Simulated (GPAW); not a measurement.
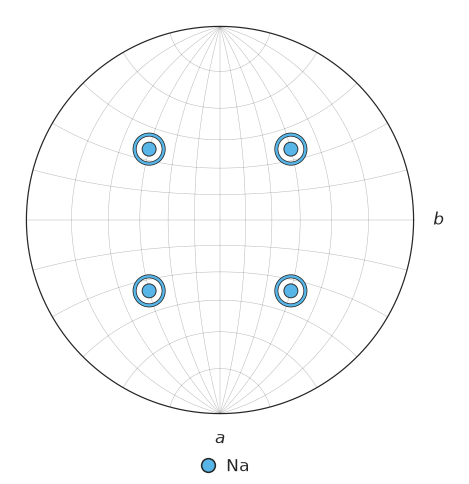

Crystal: NaH, a cell listed in the Materials Project, as set up for an electronic-structure calculation. Directions from one hydrogen atom at (1/2, 1/2, 1/2) to its bonded neighbours, in stereographic projection down c (filled: above the plane of the page or in it, open: below). Symmetry computed with spglib at a tolerance of 0.002 Å; standard conventional cell.

Neighbours are counted up to 2.94 Å for Na.

```cif
data_structure
_symmetry_space_group_name_H-M 'P 1'
_symmetry_Int_Tables_number 1
_cell_length_a 2.9551
_cell_length_b 2.9551
_cell_length_c 2.9551
_cell_angle_alpha 90.000
_cell_angle_beta 90.000
_cell_angle_gamma 90.000
_cell_volume 25.81
loop_
_atom_site_label
_atom_site_type_symbol
_atom_site_fract_x
_atom_site_fract_y
_atom_site_fract_z
_atom_site_occupancy
Na1 Na 0.00000 0.00000 0.00000 1
H1 H 0.50000 0.50000 0.50000 1
```

How many neighbours are there, and at what angles?

Answer. 8: 8 Na at 2.56 Å. Angles between bonds: 71° (12×), 109° (12×), 180° (4×).

What is the site's symmetry in the crystal?

Answer. Point group m-3m (Oh), order 48: three fourfold axes, four threefold axes, six twofold axes, nine mirror planes, an inversion centre. In Pm-3m (No. 221) this is Wyckoff position 1b.
